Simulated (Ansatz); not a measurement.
# Run report: Ga2O3, geometry relaxation (part 4 of 4)

The same run, continued: Ga2O3 (R-3c, 10 atoms in the cell); DFT, PBE, plane waves, PAW, no spin polarisation (Ansatz 0.2.0); cutoff 240 eV, 6×6×6 k-mesh, fixed occupations. The structure derives from an entry of the Crystallography Open Database. The run did not end well. The settings are looser than a standard set-up, so the numbers are not reference values.

Geometry of the input (Å; fractional positions):
```
2.5533  1.4742  4.5272
-2.5533  1.4742  4.5272
0.0000  -2.9483  4.5272
Ga 0.3534  0.3534  0.3534
Ga 0.1466  0.1466  0.1466
Ga 0.6466  0.6466  0.6466
Ga 0.8534  0.8534  0.8534
O  0.5521  0.9479  0.2500
O  0.2500  0.5521  0.9479
O  0.9479  0.2500  0.5521
O  0.4479  0.0521  0.7500
O  0.7500  0.4479  0.0521
O  0.0521  0.7500  0.4479
```

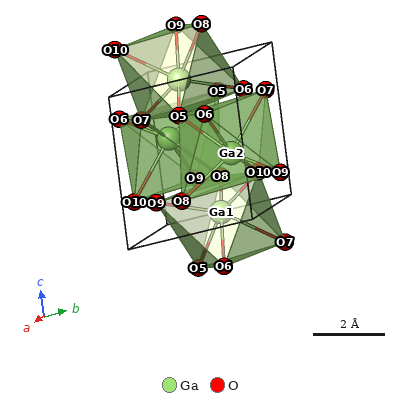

*The geometry at step 46 of the log (polyhedral view of the reduced cell, seen slightly off an axis; polyhedra are completed across the faces of the cell; atoms are numbered from 1 in the order of the input).*

**Trajectory as extended XYZ, continued**
```
10
Lattice="2.5535 1.4742 4.5268 -2.5535 1.4742 4.5268 0.0000 -2.9485 4.5268" Properties=species:S:1:pos:R:3:forces:R:3 step=30 energy=-18518.85552 pressure_GPa=0.06
Ga    0.0000    0.0000    4.7992    0.0000   0.0000   0.0000
Ga    0.0000    0.0000    1.9910    0.0000   0.0000   0.0000
Ga    0.0000    0.0000    8.7811    0.0000   0.0000   0.0000
Ga    0.0000    0.0000   11.5894    0.0000   0.0000   0.0000
O    -1.0108    1.4742    7.9219    0.0000   0.0000   0.0000
O    -0.7713   -1.6125    7.9219    0.0000   0.0000   0.0000
O     1.7821    0.1382    7.9219    0.0000   0.0000   0.0000
O     1.0108   -1.4742    5.6585    0.0000   0.0000   0.0000
O     0.7713    1.6125    5.6585    0.0000   0.0000   0.0000
O    -1.7821   -0.1382    5.6585    0.0000   0.0000   0.0000
10
Lattice="2.5535 1.4743 4.5268 -2.5535 1.4743 4.5268 0.0000 -2.9486 4.5268" Properties=species:S:1:pos:R:3:forces:R:3 step=31 energy=-18518.84894 pressure_GPa=0.00
Ga    0.0000    0.0000    4.7993    0.0000   0.0000   0.0001
Ga    0.0000    0.0000    1.9910    0.0000   0.0000  -0.0001
Ga    0.0000    0.0000    8.7812    0.0000   0.0000  -0.0001
Ga    0.0000    0.0000   11.5895    0.0000   0.0000   0.0001
O    -1.0108    1.4743    7.9219    0.0003   0.0000   0.0000
O    -0.7714   -1.6126    7.9219   -0.0002   0.0003   0.0000
O     1.7822    0.1383    7.9219   -0.0002  -0.0003   0.0000
O     1.0108   -1.4743    5.6585   -0.0003   0.0000   0.0000
O     0.7714    1.6126    5.6585    0.0002  -0.0003   0.0000
O    -1.7822   -0.1383    5.6585    0.0002   0.0003   0.0000
10
Lattice="2.5536 1.4743 4.5266 -2.5536 1.4743 4.5266 0.0000 -2.9486 4.5266" Properties=species:S:1:pos:R:3:forces:R:3 step=33 energy=-18518.87268 pressure_GPa=-0.00
Ga    0.0000    0.0000    4.7991    0.0000   0.0000   0.0001
Ga    0.0000    0.0000    1.9908    0.0000   0.0000  -0.0001
Ga    0.0000    0.0000    8.7807    0.0000   0.0000  -0.0001
Ga    0.0000    0.0000   11.5890    0.0000   0.0000   0.0001
O    -1.0109    1.4743    7.9215   -0.0009   0.0000   0.0000
O    -0.7713   -1.6126    7.9215    0.0004  -0.0008   0.0000
O     1.7822    0.1383    7.9215    0.0004   0.0008   0.0000
O     1.0109   -1.4743    5.6582    0.0009   0.0000   0.0000
O     0.7713    1.6126    5.6582   -0.0004   0.0008   0.0000
O    -1.7822   -0.1383    5.6582   -0.0004  -0.0008   0.0000
10
Lattice="2.5536 1.4743 4.5266 -2.5536 1.4743 4.5266 0.0000 -2.9486 4.5266" Properties=species:S:1:pos:R:3:forces:R:3 step=34 energy=-18518.85893 pressure_GPa=0.04
Ga    0.0000    0.0000    4.7991    0.0000   0.0000  -0.0002
Ga    0.0000    0.0000    1.9908    0.0000   0.0000   0.0002
Ga    0.0000    0.0000    8.7807    0.0000   0.0000   0.0002
Ga    0.0000    0.0000   11.5890    0.0000   0.0000  -0.0002
O    -1.0109    1.4743    7.9215   -0.0010   0.0000   0.0000
O    -0.7713   -1.6126    7.9215    0.0005  -0.0009   0.0000
O     1.7822    0.1383    7.9215    0.0005   0.0009   0.0000
O     1.0109   -1.4743    5.6582    0.0010   0.0000   0.0000
O     0.7713    1.6126    5.6582   -0.0005   0.0009   0.0000
O    -1.7822   -0.1383    5.6582   -0.0005  -0.0009   0.0000
10
Lattice="2.5536 1.4743 4.5266 -2.5536 1.4743 4.5266 0.0000 -2.9487 4.5266" Properties=species:S:1:pos:R:3:forces:R:3 step=36 energy=-18518.86759 pressure_GPa=-0.02
Ga    0.0000    0.0000    4.7991    0.0000   0.0000   0.0004
Ga    0.0000    0.0000    1.9908    0.0000   0.0000  -0.0004
Ga    0.0000    0.0000    8.7807    0.0000   0.0000  -0.0004
Ga    0.0000    0.0000   11.5891    0.0000   0.0000   0.0004
O    -1.0109    1.4743    7.9216    0.0001   0.0000   0.0000
O    -0.7713   -1.6127    7.9216    0.0000   0.0001   0.0000
O     1.7823    0.1383    7.9216    0.0000  -0.0001   0.0000
O     1.0109   -1.4743    5.6583   -0.0001   0.0000   0.0000
O     0.7713    1.6127    5.6583    0.0000  -0.0001   0.0000
O    -1.7823   -0.1383    5.6583    0.0000   0.0001   0.0000
10
Lattice="2.5537 1.4744 4.5264 -2.5537 1.4744 4.5264 0.0000 -2.9487 4.5264" Properties=species:S:1:pos:R:3:forces:R:3 step=37 energy=-18518.87046 pressure_GPa=0.00
Ga    0.0000    0.0000    4.7989    0.0000   0.0000   0.0001
Ga    0.0000    0.0000    1.9906    0.0000   0.0000  -0.0001
Ga    0.0000    0.0000    8.7802    0.0000   0.0000  -0.0001
Ga    0.0000    0.0000   11.5884    0.0000   0.0000   0.0001
O    -1.0110    1.4744    7.9211    0.0001   0.0000   0.0000
O    -0.7713   -1.6127    7.9211    0.0000   0.0001   0.0000
O     1.7823    0.1383    7.9211    0.0000  -0.0001   0.0000
O     1.0110   -1.4744    5.6579   -0.0001   0.0000   0.0000
O     0.7713    1.6127    5.6579    0.0000  -0.0001   0.0000
O    -1.7823   -0.1383    5.6579    0.0000   0.0001   0.0000
10
Lattice="2.5537 1.4744 4.5264 -2.5537 1.4744 4.5264 0.0000 -2.9487 4.5264" Properties=species:S:1:pos:R:3:forces:R:3 step=38 energy=-18518.84257 pressure_GPa=0.11
Ga    0.0000    0.0000    4.7989    0.0000   0.0000   0.0005
Ga    0.0000    0.0000    1.9906    0.0000   0.0000  -0.0005
Ga    0.0000    0.0000    8.7802    0.0000   0.0000  -0.0005
Ga    0.0000    0.0000   11.5884    0.0000   0.0000   0.0005
O    -1.0110    1.4744    7.9211    0.0002   0.0000   0.0000
O    -0.7713   -1.6127    7.9211   -0.0001   0.0002   0.0000
O     1.7823    0.1383    7.9211   -0.0001  -0.0002   0.0000
O     1.0110   -1.4744    5.6579   -0.0002   0.0000   0.0000
O     0.7713    1.6127    5.6579    0.0001  -0.0002   0.0000
O    -1.7823   -0.1383    5.6579    0.0001   0.0002   0.0000
10
Lattice="2.5537 1.4744 4.5269 -2.5537 1.4744 4.5269 0.0000 -2.9487 4.5269" Properties=species:S:1:pos:R:3:forces:R:3 step=40 energy=-18518.87672 pressure_GPa=-0.11
Ga    0.0000    0.0000    4.7994    0.0000   0.0000   0.0014
Ga    0.0000    0.0000    1.9909    0.0000   0.0000  -0.0014
Ga    0.0000    0.0000    8.7813    0.0000   0.0000  -0.0014
Ga    0.0000    0.0000   11.5897    0.0000   0.0000   0.0014
O    -1.0109    1.4744    7.9221   -0.0007   0.0000   0.0000
O    -0.7714   -1.6127    7.9221    0.0003  -0.0006   0.0000
O     1.7823    0.1383    7.9221    0.0003   0.0006   0.0000
O     1.0109   -1.4744    5.6586    0.0007   0.0000   0.0000
O     0.7714    1.6127    5.6586   -0.0003   0.0006   0.0000
O    -1.7823   -0.1383    5.6586   -0.0003  -0.0006   0.0000
10
Lattice="2.5537 1.4744 4.5263 -2.5537 1.4744 4.5263 0.0000 -2.9487 4.5263" Properties=species:S:1:pos:R:3:forces:R:3 step=41 energy=-18518.88996 pressure_GPa=0.00
Ga    0.0000    0.0000    4.7990    0.0000   0.0000   0.0004
Ga    0.0000    0.0000    1.9905    0.0000   0.0000  -0.0004
Ga    0.0000    0.0000    8.7800    0.0000   0.0000  -0.0004
Ga    0.0000    0.0000   11.5884    0.0000   0.0000   0.0004
O    -1.0110    1.4744    7.9210    0.0003   0.0000   0.0000
O    -0.7713   -1.6128    7.9210   -0.0002   0.0003   0.0000
O     1.7824    0.1384    7.9210   -0.0002  -0.0003   0.0000
O     1.0110   -1.4744    5.6579   -0.0003   0.0000   0.0000
O     0.7713    1.6128    5.6579    0.0002  -0.0003   0.0000
O    -1.7824   -0.1384    5.6579    0.0002   0.0003   0.0000
10
Lattice="2.5537 1.4744 4.5268 -2.5537 1.4744 4.5268 0.0000 -2.9487 4.5268" Properties=species:S:1:pos:R:3:forces:R:3 step=43 energy=-18518.82953 pressure_GPa=0.00
Ga    0.0000    0.0000    4.7994    0.0000   0.0000   0.0003
Ga    0.0000    0.0000    1.9909    0.0000   0.0000  -0.0003
Ga    0.0000    0.0000    8.7812    0.0000   0.0000  -0.0003
Ga    0.0000    0.0000   11.5896    0.0000   0.0000   0.0003
O    -1.0110    1.4744    7.9220    0.0001   0.0000   0.0000
O    -0.7714   -1.6127    7.9220   -0.0001   0.0001   0.0000
O     1.7823    0.1383    7.9220   -0.0001  -0.0001   0.0000
O     1.0110   -1.4744    5.6586   -0.0001   0.0000   0.0000
O     0.7714    1.6127    5.6586    0.0001  -0.0001   0.0000
O    -1.7823   -0.1383    5.6586    0.0001   0.0001   0.0000
10
Lattice="2.5537 1.4744 4.5268 -2.5537 1.4744 4.5268 0.0000 -2.9487 4.5268" Properties=species:S:1:pos:R:3:forces:R:3 step=44 energy=-18518.87676 pressure_GPa=-0.10
Ga    0.0000    0.0000    4.7994    0.0000   0.0000   0.0013
Ga    0.0000    0.0000    1.9909    0.0000   0.0000  -0.0013
Ga    0.0000    0.0000    8.7812    0.0000   0.0000  -0.0013
Ga    0.0000    0.0000   11.5896    0.0000   0.0000   0.0013
O    -1.0110    1.4744    7.9220   -0.0005   0.0000   0.0000
O    -0.7714   -1.6127    7.9220    0.0002  -0.0004   0.0000
O     1.7823    0.1383    7.9220    0.0002   0.0004   0.0000
O     1.0110   -1.4744    5.6586    0.0005   0.0000   0.0000
O     0.7714    1.6127    5.6586   -0.0002   0.0004   0.0000
O    -1.7823   -0.1383    5.6586   -0.0002  -0.0004   0.0000
10
Lattice="2.5537 1.4744 4.5263 -2.5537 1.4744 4.5263 0.0000 -2.9487 4.5263" Properties=species:S:1:pos:R:3:forces:R:3 step=46 energy=-18518.84998 pressure_GPa=0.09
Ga    0.0000    0.0000    4.7989    0.0000   0.0000  -0.0005
Ga    0.0000    0.0000    1.9905    0.0000   0.0000   0.0005
Ga    0.0000    0.0000    8.7798    0.0000   0.0000   0.0005
Ga    0.0000    0.0000   11.5883    0.0000   0.0000  -0.0005
O    -1.0111    1.4744    7.9209   -0.0004   0.0000   0.0000
O    -0.7713   -1.6128    7.9209    0.0002  -0.0003   0.0000
O     1.7824    0.1384    7.9209    0.0002   0.0003   0.0000
O     1.0111   -1.4744    5.6578    0.0004   0.0000   0.0000
O     0.7713    1.6128    5.6578   -0.0002   0.0003   0.0000
O    -1.7824   -0.1384    5.6578   -0.0002  -0.0003   0.0000
10
Lattice="2.5536 1.4743 4.5268 -2.5536 1.4743 4.5268 0.0000 -2.9487 4.5268" Properties=species:S:1:pos:R:3:forces:R:3 step=47 energy=-18518.83963 pressure_GPa=0.00
Ga    0.0000    0.0000    4.7994    0.0000   0.0000   0.0000
Ga    0.0000    0.0000    1.9908    0.0000   0.0000   0.0000
Ga    0.0000    0.0000    8.7811    0.0000   0.0000   0.0000
Ga    0.0000    0.0000   11.5897    0.0000   0.0000   0.0000
O    -1.0110    1.4743    7.9220   -0.0001   0.0000   0.0000
O    -0.7713   -1.6128    7.9220    0.0000  -0.0001   0.0000
O     1.7823    0.1384    7.9220    0.0000   0.0001   0.0000
O     1.0110   -1.4743    5.6586    0.0001   0.0000   0.0000
O     0.7713    1.6128    5.6586    0.0000   0.0001   0.0000
O    -1.7823   -0.1384    5.6586    0.0000  -0.0001   0.0000
10
Lattice="2.5536 1.4743 4.5268 -2.5536 1.4743 4.5268 0.0000 -2.9487 4.5268" Properties=species:S:1:pos:R:3:forces:R:3 step=48 energy=-18518.87315 pressure_GPa=-0.08
Ga    0.0000    0.0000    4.7994    0.0000   0.0000   0.0007
Ga    0.0000    0.0000    1.9908    0.0000   0.0000  -0.0007
Ga    0.0000    0.0000    8.7811    0.0000   0.0000  -0.0007
Ga    0.0000    0.0000   11.5897    0.0000   0.0000   0.0007
O    -1.0110    1.4743    7.9220    0.0009   0.0000   0.0000
O    -0.7713   -1.6128    7.9220   -0.0004   0.0008   0.0000
O     1.7823    0.1384    7.9220   -0.0004  -0.0008   0.0000
O     1.0110   -1.4743    5.6586   -0.0009   0.0000   0.0000
O     0.7713    1.6128    5.6586    0.0004  -0.0008   0.0000
O    -1.7823   -0.1384    5.6586    0.0004   0.0008   0.0000
10
Lattice="2.5537 1.4744 4.5263 -2.5537 1.4744 4.5263 0.0000 -2.9487 4.5263" Properties=species:S:1:pos:R:3:forces:R:3 step=50 energy=-18518.84225 pressure_GPa=0.11
Ga    0.0000    0.0000    4.7990    0.0000   0.0000  -0.0007
Ga    0.0000    0.0000    1.9905    0.0000   0.0000   0.0007
Ga    0.0000    0.0000    8.7801    0.0000   0.0000   0.0007
Ga    0.0000    0.0000   11.5885    0.0000   0.0000  -0.0007
O    -1.0110    1.4744    7.9211    0.0004   0.0000   0.0000
O    -0.7713   -1.6127    7.9211   -0.0002   0.0004   0.0000
O     1.7823    0.1384    7.9211   -0.0002  -0.0004   0.0000
O     1.0110   -1.4744    5.6579   -0.0004   0.0000   0.0000
O     0.7713    1.6127    5.6579    0.0002  -0.0004   0.0000
O    -1.7823   -0.1384    5.6579    0.0002   0.0004   0.0000
10
Lattice="2.5537 1.4744 4.5269 -2.5537 1.4744 4.5269 0.0000 -2.9487 4.5269" Properties=species:S:1:pos:R:3:forces:R:3 step=51 energy=-18518.82885 pressure_GPa=-0.00
Ga    0.0000    0.0000    4.7994    0.0000   0.0000   0.0001
Ga    0.0000    0.0000    1.9909    0.0000   0.0000  -0.0001
Ga    0.0000    0.0000    8.7812    0.0000   0.0000  -0.0001
Ga    0.0000    0.0000   11.5897    0.0000   0.0000   0.0001
O    -1.0110    1.4744    7.9220    0.0001   0.0000   0.0000
O    -0.7713   -1.6127    7.9220   -0.0001   0.0001   0.0000
O     1.7823    0.1383    7.9220   -0.0001  -0.0001   0.0000
O     1.0110   -1.4744    5.6586   -0.0001   0.0000   0.0000
O     0.7713    1.6127    5.6586    0.0001  -0.0001   0.0000
O    -1.7823   -0.1383    5.6586    0.0001   0.0001   0.0000
10
Lattice="2.5537 1.4744 4.5263 -2.5537 1.4744 4.5263 0.0000 -2.9487 4.5263" Properties=species:S:1:pos:R:3:forces:R:3 step=53 energy=-18518.88934 pressure_GPa=0.00
Ga    0.0000    0.0000    4.7989    0.0000   0.0000   0.0003
Ga    0.0000    0.0000    1.9905    0.0000   0.0000  -0.0003
Ga    0.0000    0.0000    8.7799    0.0000   0.0000  -0.0003
Ga    0.0000    0.0000   11.5884    0.0000   0.0000   0.0003
O    -1.0110    1.4744    7.9210   -0.0002   0.0000   0.0000
O    -0.7713   -1.6128    7.9210    0.0001  -0.0001   0.0000
O     1.7824    0.1384    7.9210    0.0001   0.0001   0.0000
O     1.0110   -1.4744    5.6579    0.0002   0.0000   0.0000
O     0.7713    1.6128    5.6579   -0.0001   0.0001   0.0000
O    -1.7824   -0.1384    5.6579   -0.0001  -0.0001   0.0000
10
Lattice="2.5537 1.4744 4.5263 -2.5537 1.4744 4.5263 0.0000 -2.9487 4.5263" Properties=species:S:1:pos:R:3:forces:R:3 step=54 energy=-18518.84215 pressure_GPa=0.11
Ga    0.0000    0.0000    4.7989    0.0000   0.0000  -0.0007
Ga    0.0000    0.0000    1.9905    0.0000   0.0000   0.0007
Ga    0.0000    0.0000    8.7799    0.0000   0.0000   0.0007
Ga    0.0000    0.0000   11.5884    0.0000   0.0000  -0.0007
O    -1.0110    1.4744    7.9210    0.0004   0.0000   0.0000
O    -0.7713   -1.6128    7.9210   -0.0002   0.0004   0.0000
O     1.7824    0.1384    7.9210   -0.0002  -0.0004   0.0000
O     1.0110   -1.4744    5.6579   -0.0004   0.0000   0.0000
O     0.7713    1.6128    5.6579    0.0002  -0.0004   0.0000
O    -1.7824   -0.1384    5.6579    0.0002   0.0004   0.0000
10
Lattice="2.5537 1.4744 4.5268 -2.5537 1.4744 4.5268 0.0000 -2.9487 4.5268" Properties=species:S:1:pos:R:3:forces:R:3 step=56 energy=-18518.88348 pressure_GPa=-0.13
Ga    0.0000    0.0000    4.7994    0.0000   0.0000   0.0013
Ga    0.0000    0.0000    1.9909    0.0000   0.0000  -0.0013
Ga    0.0000    0.0000    8.7811    0.0000   0.0000  -0.0013
Ga    0.0000    0.0000   11.5896    0.0000   0.0000   0.0013
O    -1.0110    1.4744    7.9219   -0.0019   0.0000   0.0000
O    -0.7714   -1.6127    7.9219    0.0010  -0.0017   0.0000
O     1.7823    0.1383    7.9219    0.0010   0.0017   0.0000
O     1.0110   -1.4744    5.6585    0.0019   0.0000   0.0000
O     0.7714    1.6127    5.6585   -0.0010   0.0017   0.0000
O    -1.7823   -0.1383    5.6585   -0.0010  -0.0017   0.0000
10
Lattice="2.5536 1.4743 4.5263 -2.5536 1.4743 4.5263 0.0000 -2.9487 4.5263" Properties=species:S:1:pos:R:3:forces:R:3 step=57 energy=-18518.89946 pressure_GPa=0.00
Ga    0.0000    0.0000    4.7990    0.0000   0.0000   0.0002
Ga    0.0000    0.0000    1.9904    0.0000   0.0000  -0.0002
Ga    0.0000    0.0000    8.7798    0.0000   0.0000  -0.0002
Ga    0.0000    0.0000   11.5884    0.0000   0.0000   0.0002
O    -1.0111    1.4743    7.9210    0.0000   0.0000   0.0000
O    -0.7713   -1.6128    7.9210    0.0000   0.0000   0.0000
O     1.7824    0.1385    7.9210    0.0000   0.0000   0.0000
O     1.0111   -1.4743    5.6578    0.0000   0.0000   0.0000
O     0.7713    1.6128    5.6578    0.0000   0.0000   0.0000
O    -1.7824   -0.1385    5.6578    0.0000   0.0000   0.0000
10
Lattice="2.5537 1.4744 4.5268 -2.5537 1.4744 4.5268 0.0000 -2.9487 4.5268" Properties=species:S:1:pos:R:3:forces:R:3 step=59 energy=-18518.83143 pressure_GPa=-0.00
Ga    0.0000    0.0000    4.7994    0.0000   0.0000   0.0000
Ga    0.0000    0.0000    1.9909    0.0000   0.0000   0.0000
Ga    0.0000    0.0000    8.7811    0.0000   0.0000   0.0000
Ga    0.0000    0.0000   11.5896    0.0000   0.0000   0.0000
O    -1.0110    1.4744    7.9219    0.0001   0.0000   0.0000
O    -0.7713   -1.6127    7.9219   -0.0001   0.0001   0.0000
O     1.7823    0.1384    7.9219   -0.0001  -0.0001   0.0000
O     1.0110   -1.4744    5.6585   -0.0001   0.0000   0.0000
O     0.7713    1.6127    5.6585    0.0001  -0.0001   0.0000
O    -1.7823   -0.1384    5.6585    0.0001   0.0001   0.0000
10
Lattice="2.5537 1.4744 4.5268 -2.5537 1.4744 4.5268 0.0000 -2.9487 4.5268" Properties=species:S:1:pos:R:3:forces:R:3 step=60 energy=-18518.87225 pressure_GPa=-0.08
Ga    0.0000    0.0000    4.7994    0.0000   0.0000   0.0008
Ga    0.0000    0.0000    1.9909    0.0000   0.0000  -0.0008
Ga    0.0000    0.0000    8.7811    0.0000   0.0000  -0.0008
Ga    0.0000    0.0000   11.5896    0.0000   0.0000   0.0008
O    -1.0110    1.4744    7.9219   -0.0002   0.0000   0.0000
O    -0.7713   -1.6127    7.9219    0.0001  -0.0002   0.0000
O     1.7823    0.1384    7.9219    0.0001   0.0002   0.0000
O     1.0110   -1.4744    5.6585    0.0002   0.0000   0.0000
O     0.7713    1.6127    5.6585   -0.0001   0.0002   0.0000
O    -1.7823   -0.1384    5.6585   -0.0001  -0.0002   0.0000
```

**What the run reported**

| quantity | value |
| --- | --- |
| outcome | not converged |
| space group (tolerance 0.01 Å) | R-3c (167) |
| final cell | a = 5.402 Å, b = 5.402 Å, c = 5.402 Å, α = 56.42°, β = 56.42°, γ = 56.42° |
| hardware | 1 thread of Arm Neoverse V2, 24 GiB of memory available, shared host |
| wall time | 4.4 min |
| peak memory | 0.35 GiB |

**What went wrong**

Settings chosen away from the usual ones: cell and atoms relaxed tightly for response. The run did not converge: “variable-cell relaxation did not converge after 60 `relax_step` rows, as none of its last 24 fresh-basis SCF(s) at a relaxed cell met both thresholds with a finite energy …” Its last values are not results. The program warns: the cutoff is below the recommended one.
